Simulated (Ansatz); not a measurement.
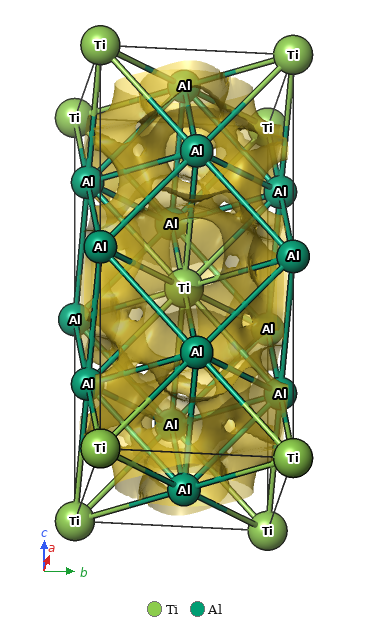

*TiAl$_{3}$. Isosurface of the ELF at 0.6 (yellow), seen at an oblique angle. Core shells and regions of very low density are left out. Sticks mark near contacts.*

Space group I4/mmm; a structure from a database of computed crystals, not necessarily the ambient phase; computed pressure about 5 GPa in this cell.

All numbers below come from Kohn-Sham DFT of a periodic cell, PBE, Ansatz PAW in Ansatz 0.2.0.

Core electrons are frozen (PAW), and the valence fields are smoothed inside the atomic spheres.

Identify the bonds, lone pairs and shells in this picture.

At this value the surface marks out one network that runs through the whole crystal, counted in one cell of 8 atoms. Regions shared between cells count once. Along the contacts the grid gives the following. Ti–Al (2.68 Å): the ELF is about 0.35 at the midpoint. Al–Al (2.68 Å): the ELF peaks at about 0.70 between the atoms.

Metal or insulator at this level of theory?

It is gapless in this calculation (a metal or semimetal).
